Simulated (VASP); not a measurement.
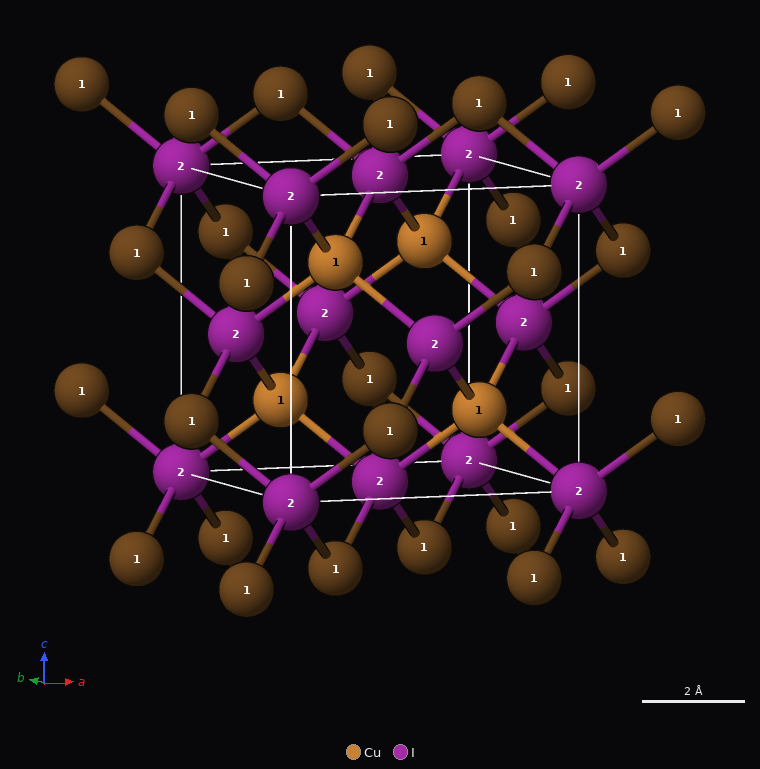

**Figure 1.** The input geometry (ball-and-stick view of the cell 4 times as large as that of the calculation, set on its symmetry axes, seen slightly off an axis; neighbours outside the cell are drawn fainter; atoms are numbered from 1 in the order of the input). An atom can appear more than once, as a periodic image. Near neighbours in the periodic cell (some may lie outside the picture): Cu has 4 I at 2.62 Å; I has 4 Cu at 2.62 Å.

# Geometry relaxation of CuI

The run: geometry relaxation of CuI (2 atoms in the cell). Method and program: Kohn-Sham DFT of a periodic cell, r2SCAN, VASP PAW PBE potentials, recommended, no spin polarisation (VASP 6.6.1).

The structure derives from an entry of the Crystallography Open Database.

INCAR:
```
SYSTEM = CuI
PREC = Accurate
ENCUT = 600
EDIFF = 1E-7
ISMEAR = 0
SIGMA = 0.03
LREAL = .FALSE.
LASPH = .TRUE.
NELM = 80
ALGO = Normal
ISIF = 2
LWAVE = .FALSE.
LCHARG = .FALSE.
METAGGA = R2SCAN
LMIXTAU = .TRUE.
IBRION = 2
NSW = 40
EDIFFG = -0.01
```

KPOINTS:
```
Automatic mesh
0
G
  8 8 8
  0 0 0
```

POSCAR:
```
CuI                                     
1.0
    0.0000000000      3.0308878780      3.0308878780
    3.0308878780      0.0000000000      3.0308878780
    3.0308878780      3.0308878780      0.0000000000
  Cu              I             
     1     1
Direct
     0.2500000000000000    0.2500000000000000    0.2500000000000000
     0.0000000000000000    0.0000000000000000    0.0000000000000000
```

Machine: 1 thread of Intel Xeon (Sapphire Rapids), 360 GiB of memory available, shared host.

Command:
```bash
cat potpaw_PBE.64/Cu/POTCAR potpaw_PBE.64/I/POTCAR > POTCAR
mpirun -np 1 vasp_std > vasp.out
```

OSZICAR:
```
N       E                     dE             d eps       ncg     rms          rms(c)
DAV:   1     0.738499159741E+02    0.73850E+02   -0.86881E+03   759   0.169E+03
DAV:   2    -0.307297587859E+02   -0.10458E+03   -0.97718E+02   769   0.285E+02
DAV:   3    -0.388281922008E+02   -0.80984E+01   -0.79483E+01  1035   0.871E+01
DAV:   4    -0.390811365599E+02   -0.25294E+00   -0.25266E+00   799   0.136E+01
DAV:   5    -0.390923373438E+02   -0.11201E-01   -0.11200E-01  1066   0.350E+00    0.582E+00
DAV:   6    -0.360678596269E+02    0.30245E+01   -0.85188E+00   754   0.823E+01    0.478E+00
DAV:   7    -0.357997815238E+02    0.26808E+00   -0.15009E+00   884   0.473E+01    0.237E+00
DAV:   8    -0.358099658125E+02   -0.10184E-01   -0.58479E-01   872   0.221E+01    0.137E+00
DAV:   9    -0.357201669911E+02    0.89799E-01   -0.19303E-01   965   0.117E+01    0.256E-01
DAV:  10    -0.357935064672E+02   -0.73339E-01   -0.25307E-02   764   0.176E+00    0.133E-01
DAV:  11    -0.357942251478E+02   -0.71868E-03   -0.11181E-03   849   0.505E-01    0.532E-02
DAV:  12    -0.357940736353E+02    0.15151E-03   -0.78347E-04   949   0.889E-01    0.713E-02
DAV:  13    -0.357942610100E+02   -0.18737E-03   -0.59459E-04   894   0.768E-01    0.151E-02
DAV:  14    -0.357942298258E+02    0.31184E-04   -0.33787E-05   848   0.112E-01    0.106E-02
DAV:  15    -0.357942688462E+02   -0.39020E-04   -0.22959E-05   898   0.116E-01    0.363E-03
DAV:  16    -0.357942696694E+02   -0.82323E-06   -0.36760E-06   969   0.205E-02    0.259E-03
DAV:  17    -0.357942696589E+02    0.10505E-07   -0.13072E-07   660   0.506E-03
   1 F= -.35794270E+02 E0= -.35794270E+02  d E =-.357943E+02
```

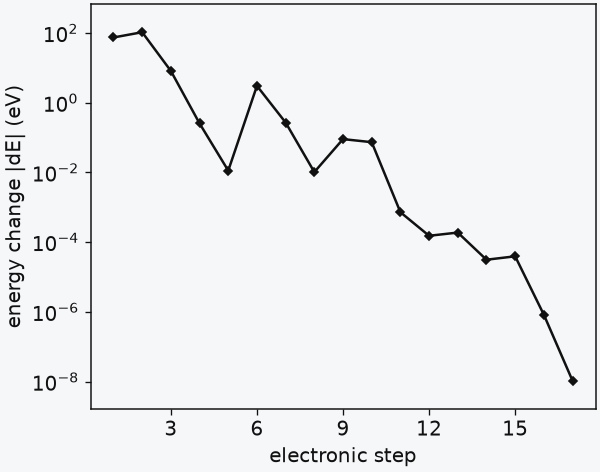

**Figure 2.** Convergence of the self-consistent field: energy change |dE| against the electronic step. It takes 17 electronic steps. The density is held fixed in the first few steps, and dE rises again when its update begins.

Parts of OUTCAR:
```
SYSTEM = CuI
   PREC = Accurate
   ENCUT = 600
   EDIFF = 1E-7
   ISMEAR = 0
   LREAL = .FALSE.
   LASPH = .TRUE.
   NELM = 80
   ISIF = 2
   METAGGA = R2SCAN
   IBRION = 2
   NSW = 40
   EDIFFG = -0.01

 ion  position               nearest neighbor table
   1  0.250  0.250  0.250-   2 2.62   2 2.62   2 2.62   2 2.62
   2  0.000  0.000  0.000-   1 2.62   1 2.62   1 2.62   1 2.62

  LATTYP: Found a face centered cubic cell.
 ALAT       =     6.0617757560

  Lattice vectors:

 A1 = (   0.0000000000,   3.0308878780,   3.0308878780)
 A2 = (   3.0308878780,   0.0000000000,   3.0308878780)
 A3 = (   3.0308878780,   3.0308878780,   0.0000000000)

Analysis of symmetry for initial positions (statically):
=====================================================================
 Subroutine PRICEL returns:
 Original cell was already a primitive cell.

 Routine SETGRP: Setting up the symmetry group for a
 face centered cubic supercell.

 Subroutine GETGRP returns: Found 24 space group operations
 (whereof 24 operations were pure point group operations)
 out of a pool of 48 trial point group operations.

The static configuration has the point symmetry T_d .

Analysis of symmetry for dynamics (positions and initial velocities):
=====================================================================
 Subroutine PRICEL returns:
 Original cell was already a primitive cell.

 Routine SETGRP: Setting up the symmetry group for a
 face centered cubic supercell.

 Subroutine GETGRP returns: Found 24 space group operations
 (whereof 24 operations were pure point group operations)
 out of a pool of 48 trial point group operations.

The dynamic configuration has the point symmetry T_d .

 Subroutine INISYM returns: Found 24 space group operations
 (whereof 24 operations are pure point group operations),
 and found     1 'primitive' translations

----------------------------------------------------------------------------------------

                                     Primitive cell

  volume of cell :      55.6852

  direct lattice vectors                    reciprocal lattice vectors
     0.000000000  3.030887878  3.030887878    -0.164968161  0.164968161  0.164968161
     3.030887878  0.000000000  3.030887878     0.164968161 -0.164968161  0.164968161
     3.030887878  3.030887878  0.000000000     0.164968161  0.164968161 -0.164968161

  length of vectors
     4.286322743  4.286322743  4.286322743     0.285733237  0.285733237  0.285733237

  position of ions in fractional coordinates (direct lattice)
     0.250000000  0.250000000  0.250000000
     0.000000000  0.000000000  0.000000000

  ion indices of the primitive-cell ions
   primitive index   ion index
                 1           1
                 2           2

----------------------------------------------------------------------------------------

 KPOINTS: Automatic mesh

Automatic generation of k-mesh.
 Grid dimensions read from file:
 generate k-points for:    8    8    8

 Generating k-lattice:

  Cartesian coordinates                     Fractional coordinates (reciprocal lattice)
    -0.020621020  0.020621020  0.020621020     0.125000000  0.000000000  0.000000000
     0.020621020 -0.020621020  0.020621020     0.000000000  0.125000000  0.000000000
     0.020621020  0.020621020 -0.020621020     0.000000000  0.000000000  0.125000000

  Length of vectors
     0.035716655  0.035716655  0.035716655

  Shift w.r.t. Gamma in fractional coordinates (k-lattice)
     0.000000000  0.000000000  0.000000000

 Subroutine IBZKPT returns following result:
 ===========================================

 Found     29 irreducible k-points:

 Following reciprocal coordinates:
            Coordinates               Weight
  0.000000  0.000000  0.000000      1.000000
  0.125000  0.000000  0.000000      8.000000
  0.250000  0.000000  0.000000      8.000000
  0.375000  0.000000  0.000000      8.000000
  0.500000  0.000000  0.000000      4.000000
  0.125000  0.125000  0.000000      6.000000
  0.250000  0.125000  0.000000     24.000000
  0.375000  0.125000  0.000000     24.000000
  0.500000  0.125000  0.000000     24.000000
 -0.375000  0.125000  0.000000     24.000000
 -0.250000  0.125000  0.000000     24.000000
 -0.125000  0.125000  0.000000     12.000000
  0.250000  0.250000  0.000000      6.000000
  0.375000  0.250000  0.000000     24.000000
  0.500000  0.250000  0.000000     24.000000
 -0.375000  0.250000  0.000000     24.000000
 -0.250000  0.250000  0.000000     12.000000
  0.375000  0.375000  0.000000      6.000000
  0.500000  0.375000  0.000000     24.000000
 -0.375000  0.375000  0.000000     12.000000
  0.500000  0.500000  0.000000      3.000000
  0.375000  0.250000  0.125000     24.000000
  0.500000  0.250000  0.125000     48.000000
 -0.375000  0.250000  0.125000     24.000000
 [... further k-points ...]
   k-points           NKPTS =     29   k-points in BZ     NKDIM =     29   number of bands    NBANDS=     13
   number of dos      NEDOS =    301   number of ions     NIONS =      2
   total plane-waves  NPLWV =  46656
   dimension x,y,z NGX =    36 NGY =   36 NGZ =   36
   dimension x,y,z NGXF=    72 NGYF=   72 NGZF=   72
   ions per type =               1   1
   NGX,Y,Z   is equivalent  to a cutoff of  13.96, 13.96, 13.96 a.u.
   NGXF,Y,Z  is equivalent  to a cutoff of  27.93, 27.93, 27.93 a.u.
 SYSTEM =  CuI
   PREC   = accura    normal or accurate (medium, high low for compatibility)
   ISTART =      0    job   : 0-new  1-cont  2-samecut
   ICHARG =      2    charge: 1-file 2-atom 10-const
   ISPIN  =      1    spin polarized calculation?
   LNONCOLLINEAR =      F non collinear calculations
   LSORBIT =      F    spin-orbit coupling
   LASPH  =      T    aspherical Exc in radial PAW
   ENCUT  =  600.0 eV  44.10 Ry    6.64 a.u.   8.56  8.56  8.56*2*pi/ulx,y,z
   NELM   =     80;   NELMIN=  2; NELMDL= -5     # of ELM steps
   EDIFF  = 0.1E-06   stopping-criterion for ELM
   LREAL  =      F    real-space projection
   EDIFFG = -.1E-01   stopping-criterion for IOM
   NSW    =     40    number of steps for IOM
   IBRION =      2    ionic relax: 0-MD 1-quasi-New 2-CG
   NFREE  =      1    steps in history (QN), initial steepest desc. (CG)
   ISIF   =      2    stress and relaxation
   ISYM   =      2    0-nonsym 1-usesym 2-fastsym
   POTIM  = 0.5000    time-step for ionic-motion
   TEBEG  =    0.0;   TEEND  =   0.0 temperature during run
   PSTRESS=    0.0 pullay stress
   NELECT =      18.0000    total number of electrons
   NUPDOWN=      -1.0000    fix difference up-down
   EMIN   =  10.00;   EMAX   =-10.00  energy-range for DOS
   EFERMI =   0.00;   METHOD = LEGACY
   ISMEAR =     0;   SIGMA  =   0.03  broadening in eV -4-tet -1-fermi 0-gaus
   EFERMI_NEDOS =   21; number of points for ismear=-14 and -15
   IALGO  =     38    algorithm
   IMIX   =      4    mixing-type and parameters
     AMIX     =   0.40;   BMIX     =  1.00
     AMIX_MAG =   1.60;   BMIX_MAG =  1.00
  volume/ion in A,a.u.               =      27.84       187.89
  Fermi-wavevector in a.u.,A,eV,Ry     =   1.123533  2.123169 17.174991  1.262326
  Thomas-Fermi vector in A             =   2.260200
   LORBIT       =      0    0 simple, 1 ext, 2 COOP (PROOUT), +10 PAW based schemes
   METAGGA = R2SCAN    functional components
   LHFCALC =     F    Hartree Fock is set to
   AEXX    =    0.0000 exact exchange contribution
   IVDW    =     0    specifies the selected vdW correction
   LEPSILON=     F    determine dielectric tensor
   LRPA    =     F    only Hartree local field effects (RPA)
 conjugate gradient relaxation of ions
 non-spin polarized calculation
 Gauss-broadening in eV      SIGMA  =   0.03
  energy-cutoff  :      600.00
  volume of cell :       55.69
 maximum number of plane-waves:      1880
 NGX is ok and might be reduce to    36
   NGX = 17   NGY = 17   NGZ = 17

 number of electron      18.0000006 magnetization

 Free energy of the ion-electron system (eV)
  ---------------------------------------------------
  ext. energy  EPLUGINS =         0.00000000
  ---------------------------------------------------
  free energy    TOTEN  =       -35.79426966 eV

  energy without entropy =      -35.79426966  energy(sigma->0) =      -35.79426966

 E-fermi :   4.4113     XC(G=0):  -9.4526     alpha+bet : -9.2130

 val. band max:        4.2647592904   @ k =   0.0000   0.0000   0.0000
 cond. band min:       5.8813615533   @ k =   0.0000   0.0000   0.0000
 fundamental gap:      1.6166022629
 Fermi energy:         4.4113415770

 k-point     1 :       0.0000    0.0000    0.0000
  band No.  band energies     occupation
      1     -10.2625      2.00000
      2       0.4625      2.00000
      3       0.4625      2.00000
      4       0.4625      2.00000
      5       2.4289      2.00000
      6       2.4289      2.00000
      7       4.2647      2.00000
      8       4.2648      2.00000
      9       4.2648      2.00000
     10       5.8814      0.00000
     11       9.5088      0.00000
     12       9.5088      0.00000
     13       9.5088      0.00000

 k-point     2 :       0.1250    0.0000    0.0000
  band No.  band energies     occupation
      1     -10.1864      2.00000
      2       0.1641      2.00000
      3       0.4673      2.00000
      4       0.4673      2.00000
      5       2.4227      2.00000
      6       2.4227      2.00000
      7       3.6878      2.00000
      8       4.1492      2.00000
      9       4.1492      2.00000
     10       6.5336      0.00000
     11       9.4037      0.00000
     12       9.7323      0.00000
     13       9.7324      0.00000

 k-point     3 :       0.2500    0.0000    0.0000
  band No.  band energies     occupation
      1      -9.9914      2.00000
      2      -0.5510      2.00000
      3       0.4760      2.00000
      4       0.4761      2.00000
      5       2.4196      2.00000
      6       2.4196      2.00000
      7       3.0156      2.00000
      8       3.8935      2.00000
      9       3.8936      2.00000
     10       6.9635      0.00000
     11      10.0660      0.00000
     12      10.0661      0.00000
     13      10.1156      0.00000

 k-point     4 :       0.3750    0.0000    0.0000
  band No.  band energies     occupation
      1      -9.7773      2.00000
      2      -1.2477      2.00000
      3       0.4801      2.00000
      4       0.4801      2.00000
      5       2.4391      2.00000
      6       2.4392      2.00000
      7       2.6217      2.00000
      8       3.6529      2.00000
      9       3.6530      2.00000
     10       6.8803      0.00000
     11      10.0737      0.00000
     12      10.0737      0.00000
     13      11.5105      0.00000

 k-point     5 :       0.5000    0.0000    0.0000
  band No.  band energies     occupation
      1      -9.6819      2.00000
      2      -1.5312      2.00000
      3       0.4802      2.00000
      4       0.4803      2.00000
      5       2.4566      2.00000
      6       2.4567      2.00000
      7       2.4931      2.00000
      8       3.5526      2.00000
      9       3.5527      2.00000
     10       6.8149      0.00000
     11      10.0117      0.00000
     12      10.0117      0.00000
     13      11.9810      0.00000

 [... the levels of 18 k-points are left out ...]

 k-point    24 :      -0.3750    0.2500    0.1250
  band No.  band energies     occupation
      1      -9.5840      2.00000
      2      -1.2570      2.00000
      3      -0.1017      2.00000
      4       0.4213      2.00000
      5       2.3557      2.00000
      6       2.4384      2.00000
      7       2.5513      2.00000
      8       2.9788      2.00000
      9       3.2644      2.00000
     10       8.1496      0.00000
     11       9.2004      0.00000
     12      10.8689      0.00000
     13      12.0591      0.00000

 [... further k-points ...]

------------------------ aborting loop because EDIFF is reached ----------------------------------------

  FORCE on cell =-STRESS in cart. coord.  units (eV):
  Direction    XX          YY          ZZ          XY          YZ          ZX
  --------------------------------------------------------------------------------------
  -------------------------------------------------------------------------------------
  Total       -0.2751283     -0.2751283     -0.2751283      0.0000000     -0.0000000      0.0000000
  in kB       -7.9160095     -7.9160095     -7.9160095      0.0000000     -0.0000000      0.0000000
  external PRESSURE =      -7.9160095 kB  Pullay stress =       0.0000000 kB

 VOLUME and BASIS-vectors are now :
 -----------------------------------------------------------------------------
  energy-cutoff  :      600.00
  volume of cell :       55.69
      direct lattice vectors                 reciprocal lattice vectors
     0.000000000  3.030887878  3.030887878    -0.164968161  0.164968161  0.164968161
     3.030887878  0.000000000  3.030887878     0.164968161 -0.164968161  0.164968161
     3.030887878  3.030887878  0.000000000     0.164968161  0.164968161 -0.164968161

 POSITION                                       TOTAL-FORCE (eV/Angst)
 -----------------------------------------------------------------------------------
      1.51544      1.51544      1.51544        -0.000000      0.000000      0.000000
      0.00000      0.00000      0.00000         0.000000     -0.000000     -0.000000
 -----------------------------------------------------------------------------------
    total drift:                               -0.000011     -0.000011     -0.000011

  FREE ENERGIE OF THE ION-ELECTRON SYSTEM (eV)
  ---------------------------------------------------
  free  energy   TOTEN  =       -35.7942696589 eV

  energy  without entropy=      -35.7942696589  energy(sigma->0) =      -35.79426966

 reached required accuracy - stopping structural energy minimisation
```

CONTCAR:
```
CuI
   1.00000000000000
     0.0000000000000000    3.0308878780000001    3.0308878780000001
     3.0308878780000001    0.0000000000000000    3.0308878780000001
     3.0308878780000001    3.0308878780000001    0.0000000000000000
  Cu              I
     1     1
Direct
     0.2500000000000000    0.2500000000000000    0.2500000000000000
     0.0000000000000000    0.0000000000000000    0.0000000000000000

  0.00000000E+00  0.00000000E+00  0.00000000E+00
  0.00000000E+00  0.00000000E+00  0.00000000E+00
```

Results in brief:

| quantity | value |
| --- | --- |
| outcome | converged |
| space group (tolerance 0.01 Å) | F-43m (216) |
| electrons treated | 18 |
| free energy | −35.7943 eV |
| gap on the k-point mesh | 1.62 eV |
| pressure | −0.79 GPa |
| final volume | 55.69 Å³ |
| largest force (length of the vector) | under 0.001 eV/Å |
| wall time | 96 s |
| peak memory | 0.23 GiB |
